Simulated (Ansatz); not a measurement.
## Sr₂₇Ti₂₇O₈₀ (charge +2): geometry relaxation (part 2 of 3)

The same run, continued: Sr₂₇Ti₂₇O₈₀ (defect cell, 134 atoms in the cell, total charge +2); DFT, PBEsol, PAW, plane waves (Ansatz 0.2.0); cutoff 420 eV, 1×1×1 k-mesh, Fermi–Dirac smearing of 0.01 eV. 

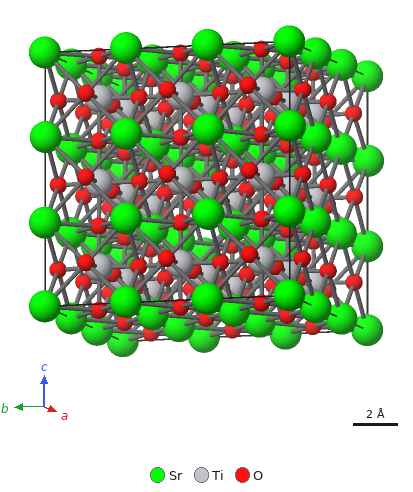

The input geometry (ball-and-stick view of the cell of the calculation, seen at an oblique angle).

Log, continued
```
SCF iter   1: F=—  HF=-206206.630464 eV  |F-HF|=—  |Δ(HF+E_count)|=         —  Δρ=1.19e-2  dr2=1.82e0  ethr=1.29e-3  ⟨swp⟩=5.0  Hψ=1541  notcnv=0  defer=125
preconditioner: auto → Resta (q_TF=auto, 2.555 Å⁻¹)  ε∞=5.6  [insulator: Δε(μ)=2.428 eV  Ē_g=12.236 eV  σ=0.010 eV  W_gap=1.00  n_scr=460 (ndim 8)  ℏωp=26.4 eV  f_vac=0.002  D(μ)=0.00/eV (n_scr^D=0)  ε∞_Penn≈5.6]
SCF iter   2: F=—  HF=-206206.258850 eV  |F-HF|=—  |Δ(HF+E_count)|=   3.72e-1  Δρ=6.33e-3  dr2=5.61e-1  ethr=1.70e-4  ⟨swp⟩=2.0  Hψ=780  notcnv=0  defer=125
SCF iter   3: F=—  HF=-206206.111253 eV  |F-HF|=—  |Δ(HF+E_count)|=   1.48e-1  Δρ=7.67e-4  dr2=6.81e-3  ethr=5.24e-5  ⟨swp⟩=3.0  Hψ=931  notcnv=0  defer=125
SCF iter   4: F=—  HF=-206206.110691 eV  |F-HF|=—  |Δ(HF+E_count)|=   5.62e-4  Δρ=2.12e-4  dr2=7.12e-4  ethr=6.36e-7  ⟨swp⟩=2.0  Hψ=955  notcnv=0  defer=125
SCF iter   5: F=—  HF=-206206.110700 eV  |F-HF|=—  |Δ(HF+E_count)|=   9.81e-6  Δρ=6.16e-5  dr2=6.97e-5  ethr=6.64e-8  ⟨swp⟩=2.0  Hψ=1052  notcnv=0  defer=125
SCF iter   6: F=—  HF=-206206.112252 eV  |F-HF|=—  |Δ(HF+E_count)|=   1.55e-3  Δρ=2.23e-5  dr2=6.49e-6  ethr=6.50e-9  ⟨swp⟩=2.0  Hψ=1206  notcnv=0  defer=125
SCF iter   7: F=—  HF=-206206.112252 eV  |F-HF|=—  |Δ(HF+E_count)|=   7.80e-8  Δρ=5.29e-6  dr2=4.38e-7  ethr=6.05e-10  ⟨swp⟩=2.0  Hψ=946  notcnv=0  defer=125
SCF iter   8: F=-206206.112252 eV  HF=-206206.112252 eV  |F-HF|=4.30e-8  |Δ(HF+E_count)|=   3.43e-8  Δρ=2.24e-6  dr2=7.32e-8  ethr=9.33e-12  ⟨swp⟩=15.0  Hψ=3372  notcnv=0
SCF 7 converged in 8 iterations: F = -206206.112252 eV  dr2 = 7.32e-8
  greatest PAW one-centre occupation: 0.999 electrons in one spin orbital (limit 2), on the Ti atom at site 27 (counted from 0), in its partial waves of l = 0
relax step   7: F+E_penalty+E_count = -206206.11225217 eV  Δ(F+E_penalty+E_count) = +6.058e-1 eV  max|allowed force component| = 9.038e-1 eV/Å  Δτ_max = 0.1348 Å  (8 SCF iters, rejected (line search))
SCF iter   1: F=—  HF=-206207.227498 eV  |F-HF|=—  |Δ(HF+E_count)|=         —  Δρ=1.17e-2  dr2=1.71e0  ethr=1.65e-3  ⟨swp⟩=4.0  Hψ=1337  notcnv=0  defer=125
preconditioner: auto → Resta (q_TF=auto, 2.555 Å⁻¹)  ε∞=5.6  [insulator: Δε(μ)=2.330 eV  Ē_g=12.251 eV  σ=0.010 eV  W_gap=1.00  n_scr=460 (ndim 8)  ℏωp=26.4 eV  f_vac=0.002  D(μ)=0.00/eV (n_scr^D=0)  ε∞_Penn≈5.6]
SCF iter   2: F=—  HF=-206206.861350 eV  |F-HF|=—  |Δ(HF+E_count)|=   3.66e-1  Δρ=6.19e-3  dr2=5.17e-1  ethr=1.59e-4  ⟨swp⟩=2.0  Hψ=780  notcnv=0  defer=125
SCF iter   3: F=—  HF=-206206.718514 eV  |F-HF|=—  |Δ(HF+E_count)|=   1.43e-1  Δρ=7.84e-4  dr2=7.85e-3  ethr=4.82e-5  ⟨swp⟩=2.0  Hψ=928  notcnv=0  defer=125
SCF iter   4: F=—  HF=-206206.719569 eV  |F-HF|=—  |Δ(HF+E_count)|=   1.05e-3  Δρ=2.93e-4  dr2=1.07e-3  ethr=7.32e-7  ⟨swp⟩=2.0  Hψ=955  notcnv=0  defer=125
SCF iter   5: F=—  HF=-206206.717973 eV  |F-HF|=—  |Δ(HF+E_count)|=   1.60e-3  Δρ=6.44e-5  dr2=8.05e-5  ethr=1.00e-7  ⟨swp⟩=2.0  Hψ=944  notcnv=0  defer=125
SCF iter   6: F=—  HF=-206206.718457 eV  |F-HF|=—  |Δ(HF+E_count)|=   4.84e-4  Δρ=2.01e-5  dr2=5.48e-6  ethr=7.51e-9  ⟨swp⟩=2.0  Hψ=1081  notcnv=0  defer=125
SCF iter   7: F=—  HF=-206206.718458 eV  |F-HF|=—  |Δ(HF+E_count)|=   8.35e-7  Δρ=5.75e-6  dr2=4.81e-7  ethr=5.11e-10  ⟨swp⟩=2.0  Hψ=857  notcnv=0  defer=125
SCF iter   8: F=-206206.718458 eV  HF=-206206.718458 eV  |F-HF|=4.89e-8  |Δ(HF+E_count)|=   3.19e-8  Δρ=2.45e-6  dr2=8.71e-8  ethr=9.33e-12  ⟨swp⟩=14.0  Hψ=3475  notcnv=0
SCF 8 converged in 8 iterations: F = -206206.718458 eV  dr2 = 8.71e-8
  greatest PAW one-centre occupation: 0.999 electrons in one spin orbital (limit 2), on the Ti atom at site 35 (counted from 0), in its partial waves of l = 0
relax step   8: F+E_penalty+E_count = -206206.71845797 eV  Δ(F+E_penalty+E_count) = -3.927e-4 eV  max|allowed force component| = 2.265e-2 eV/Å  Δτ_max = 0.0032 Å  (8 SCF iters, accepted)
```

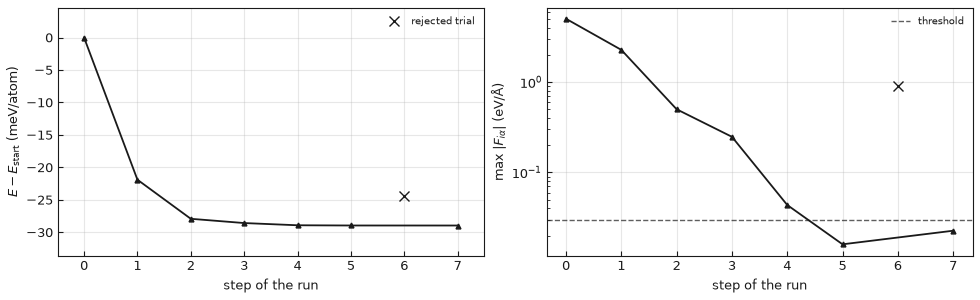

Progress of the relaxation, step by step (the first geometry is step 0 here and step 1 in the log).

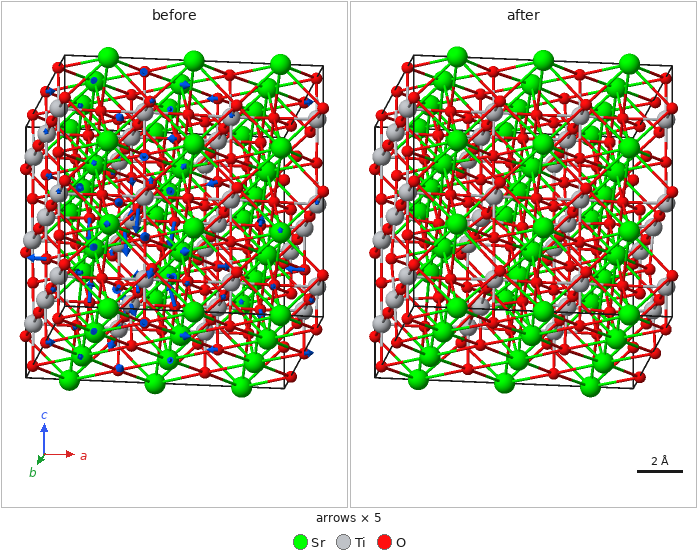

Before (left) and after (right) the relaxation, at one scale (ball-and-stick view of the cell of the calculation (origin shifted), seen at an oblique angle). The blue arrows give the displacements, magnified 5 times. The energy falls by 29.0 meV per atom in 7 geometry steps. The largest force component goes from 5 to 0.023 eV/Å. The line search rejected the trial step at point 6 (counted from 0) and went back. The largest moves, 0.26 Å, are those of O94, O103 and O124. By element the largest moves are O 0.26 Å, Sr 0.15 Å, Ti 0.13 Å. The lattice vectors keep their values. Among the contacts that change: Sr18–O94 2.664 → 2.972 Å, Sr27–O103 2.707 → 2.979 Å, Sr18–O124 2.719 → 2.977 Å, Sr27–O124 2.741 → 2.998 Å. Among the angles that change: O94–Ti41–O103 179.4° → 158.8°, O120–Ti40–O123 176.9° → 159.3°, Ti41–O103–Ti50 179.4° → 162.1°. (Atoms are counted from 1 in the order of the input.)

```
SCF converged after 8 iterations
Free energy (F): -206206.718458 eV
Harris-Foulkes:  -206206.718458 eV  (|F-HF|=4.89e-8)
Internal energy: -206206.718458 eV  (E = F + TS)
E sigma→0 (E₀):  -206206.718458 eV
Fermi energy:    10.964980 eV
--- Per-component energies (eV) ---
  E_band       = -5545.932018
  E_kinetic    = 28034.347886
  E_local      = -64111.989217  (includes V_loc(G=0)·N_el)
  E_nonlocal   = 9438.080849
  E_hartree    = 22398.240139
  E_xc         = -13163.617422
  E_vxc        = -15242.287326  (∫ρ·V_xc dr)
  E_paw        = -111116.498242  (= ΣΔE_a)
  E_vpaw       = -8460.743780  (= ΣTr[D̂ρ^β])
  E_aug_tail   = 0.200983  (compensation charges beyond the density's cutoff)
  E_ewald      = -77695.697223
  E_core_change = 10.213789  (= ΣΔE_core)
  E_smearing   = -0.000000  (= −TS)
  E_closure    = 0.000000  (closes the sum)
  E_deformation_potential = 41.523367  (in the stress; not in F)
  Σ components = -206206.718458   (vs F -206206.718458, Δ=0.00e0)
--- Forces (eV/Å), atoms counted from 1 ---
  atom   1  Sr     0.00184402     0.00062434     0.00049003
  atom   2  Sr     0.00142633     0.00088797    -0.00054520
  atom   3  Sr     0.00164309     0.00037027    -0.00020629
  atom   4  Sr     0.00057651     0.00335446    -0.00145007
  atom   5  Sr     0.00252235     0.00078196     0.00193173
  atom   6  Sr     0.00092235     0.00399056     0.00013105
  atom   7  Sr     0.00004733    -0.00147715    -0.00077434
  atom   8  Sr     0.00217520     0.00152212     0.00276494
  atom   9  Sr     0.00089265    -0.00122574     0.00043765
  atom  10  Sr     0.00242098     0.00083728    -0.00060890
  atom  11  Sr    -0.00005688    -0.00029748     0.00220019
  atom  12  Sr     0.00249617     0.00223132     0.00002453
  atom  13  Sr     0.00271562     0.00090913    -0.00508350
  atom  14  Sr    -0.00026448     0.00283440     0.00206113
  atom  15  Sr     0.00115738     0.00074772     0.00404095
  atom  16  Sr     0.00125189    -0.00075143    -0.00305966
  atom  17  Sr     0.00154791     0.00058127     0.00346786
  atom  18  Sr     0.00007810     0.00007897     0.00211978
  atom  19  Sr    -0.00132789     0.00096114    -0.00107705
  atom  20  Sr     0.00139582    -0.00007279     0.00159120
  atom  21  Sr    -0.00064162     0.00263906     0.00012560
  atom  22  Sr    -0.00074318     0.00163690    -0.00591048
  atom  23  Sr    -0.00001039     0.00088318     0.00190596
  atom  24  Sr    -0.00032733     0.00084054     0.00534189
  atom  25  Sr     0.00059406    -0.00195451    -0.00610128
  atom  26  Sr    -0.00051026     0.00189411     0.00235120
  atom  27  Sr     0.00122395     0.00005117     0.00506471
  atom  28  Ti     0.00437994     0.00248240     0.00400963
  atom  29  Ti     0.00392861     0.00444952     0.00585784
  atom  30  Ti     0.00651000     0.00697142     0.00219266
  atom  31  Ti     0.00415802     0.00214143     0.00773091
  atom  32  Ti    -0.00114520     0.00591192     0.00791205
  atom  33  Ti     0.00455416     0.00304896     0.00132430
  atom  34  Ti     0.00333622     0.00579095     0.00819680
  atom  35  Ti     0.00538664     0.00578734     0.00772882
  atom  36  Ti     0.00582704     0.00501052     0.00410328
  atom  37  Ti     0.00356404    -0.00056826    -0.00136776
  atom  38  Ti     0.00532215    -0.00167918     0.01075954
  atom  39  Ti     0.00856269     0.00963473     0.00175081
  atom  40  Ti    -0.00055356     0.00287644    -0.01495848
  atom  41  Ti     0.00007323     0.00170696     0.00423982
  atom  42  Ti    -0.00024622     0.00252607     0.00225734
  atom  43  Ti     0.00513600     0.00304856     0.00559830
  atom  44  Ti     0.00595285     0.00757802     0.00793650
  atom  45  Ti     0.00978227     0.00100377     0.00574743
  atom  46  Ti     0.00331548     0.00561840     0.00426130
  atom  47  Ti     0.00683141     0.00254395     0.00408008
  atom  48  Ti    -0.00434216     0.01349435     0.00164427
  atom  49  Ti     0.00583361     0.00454205    -0.00556850
  atom  50  Ti     0.01509441     0.00628658     0.01310996
  atom  51  Ti    -0.00701173     0.00545570     0.00345840
  atom  52  Ti     0.00598560     0.00306149     0.00321110
  atom  53  Ti     0.00812351     0.00828192     0.00395834
  atom  54  Ti     0.00007122    -0.00115713     0.00034220
  atom  55  O     -0.00434902    -0.00074601    -0.00236393
  atom  56  O     -0.00150477    -0.00293291    -0.00054919
  atom  57  O     -0.00131572     0.00072643    -0.00434514
  atom  58  O     -0.00187986    -0.00090486     0.00085335
  atom  59  O     -0.00377749    -0.00086531    -0.00268962
  atom  60  O     -0.00248922    -0.00172258    -0.00491881
  atom  61  O     -0.00286106    -0.00201921    -0.00603799
  atom  62  O     -0.00201507    -0.00049096    -0.00468887
  atom  63  O     -0.00094511    -0.00366395    -0.00542360
  atom  64  O     -0.00348954     0.00205961     0.00047893
  atom  65  O     -0.00265064    -0.00114479     0.00065761
  atom  66  O     -0.00355609    -0.00064914    -0.00251949
  atom  67  O      0.00185508    -0.00130760     0.02265023
  atom  68  O      0.00062170     0.00072839     0.00045330
  atom  69  O     -0.00304540    -0.00011166    -0.00007001
  atom  70  O     -0.00323773     0.00169574    -0.00458552
  atom  71  O     -0.00300678     0.00103802    -0.00611721
  atom  72  O     -0.00074087    -0.00376196     0.00011448
  atom  73  O     -0.00034595    -0.00210188    -0.00054781
  atom  74  O     -0.00312468    -0.00166295    -0.00223674
  atom  75  O     -0.00275405    -0.00128855    -0.00025849
  atom  76  O     -0.00078639    -0.00161690    -0.00152763
  atom  77  O     -0.00164418    -0.00132197    -0.00501762
  atom  78  O     -0.00191904     0.00121324    -0.00161969
  atom  79  O      0.00036675    -0.00053326    -0.00174882
  atom  80  O     -0.00360463    -0.00115870    -0.00300370
  atom  81  O     -0.00320605     0.00003619    -0.00318292
  atom  82  O     -0.00264330    -0.00190072     0.00052991
  atom  83  O     -0.00256912    -0.00063559    -0.00275836
  atom  84  O      0.00060614     0.00002929    -0.00015915
  atom  85  O     -0.00237240    -0.00106464    -0.00333143
  atom  86  O     -0.00024316    -0.00086098    -0.00480623
  atom  87  O     -0.00364968    -0.00131137    -0.00206670
  atom  88  O     -0.00308538     0.00062280     0.00114852
  atom  89  O     -0.00469552    -0.00298885    -0.00143287
  atom  90  O     -0.00076605    -0.00065349    -0.00058746
  atom  91  O     -0.00563550     0.00057429    -0.00457518
  atom  92  O     -0.00586864    -0.00249048     0.00028884
  atom  93  O      0.00895619     0.00044314    -0.00737869
  atom  94  O      0.00091045    -0.00054625    -0.00203896
  atom  95  O     -0.00649223    -0.00074892    -0.00080454
  atom  96  O     -0.00160500    -0.00014154    -0.00152410
  atom  97  O     -0.00496232    -0.00147125    -0.00304083
  atom  98  O     -0.00777054    -0.00144133    -0.00062794
  atom  99  O     -0.00069071     0.00050625    -0.00134240
  atom 100  O      0.00098470     0.00362249    -0.00202196
  atom 101  O      0.00050653    -0.00489676    -0.00074036
  atom 102  O     -0.00417000    -0.00019787    -0.00466163
  atom 103  O      0.00629623    -0.00030187    -0.00311109
  atom 104  O     -0.00182964    -0.00115660    -0.00124271
  atom 105  O     -0.00261594    -0.00019202    -0.00082059
  atom 106  O     -0.00279221    -0.00483484    -0.00079193
  atom 107  O     -0.00036004     0.00041057    -0.00053810
  atom 108  O     -0.00180907    -0.00352860    -0.00154430
  atom 109  O     -0.00431536    -0.00489272     0.00101951
  atom 110  O      0.00190192    -0.00516902    -0.00065263
  atom 111  O     -0.00251775    -0.00286589     0.00034531
  atom 112  O      0.00134948    -0.00534093    -0.00062720
  atom 113  O      0.00013801    -0.00693183     0.00063777
  atom 114  O     -0.00121024    -0.00226087    -0.00054963
  atom 115  O     -0.00042269    -0.00116027    -0.00158314
  atom 116  O      0.00033248     0.00172991     0.00110329
  atom 117  O      0.00082102    -0.00275533    -0.00000999
  atom 118  O     -0.00136810    -0.00558087    -0.00340290
  atom 119  O     -0.00111721    -0.00493893    -0.00366002
  atom 120  O     -0.00201684     0.00333307    -0.00415808
  atom 121  O     -0.00222959    -0.00605053    -0.00080287
  atom 122  O      0.00043890    -0.00425241    -0.00301053
  atom 123  O     -0.00271859    -0.00882359    -0.00498411
  atom 124  O     -0.00207707    -0.00049146     0.00107494
  atom 125  O     -0.00019715    -0.00007331    -0.00059987
  atom 126  O     -0.00351672    -0.00307328    -0.00218401
  atom 127  O     -0.00092393    -0.00455287     0.00189336
  atom 128  O     -0.00031521    -0.00430707    -0.00149174
  atom 129  O     -0.00132268    -0.00491716     0.00137436
  atom 130  O     -0.00699280    -0.00487079    -0.00185818
  atom 131  O      0.00356191    -0.00729297    -0.00028698
  atom 132  O     -0.00154261    -0.00289363     0.00112321
  atom 133  O     -0.00569047    -0.00281444    -0.00229514
  atom 134  O      0.00438596     0.00014689     0.00123708
  max |Σ_I F_I| component: 1.77e-4 eV/Å
--- Charged-cell corrections in eV (Makov–Payne, q = +2.000 e, ε = 300.000) ---
  F (periodic)     = -206206.718458  (uncorrected; the corrections below are reported, never added to it)
  E_corr1          = +0.023331  (monopole, q²α_M/2εL)
  F Makov-Payne    = -206206.695127  (F + E_corr1; no measured alignment; for a localised charge, not one spread in a band: unchecked)
--- Band table (eV) ---
```
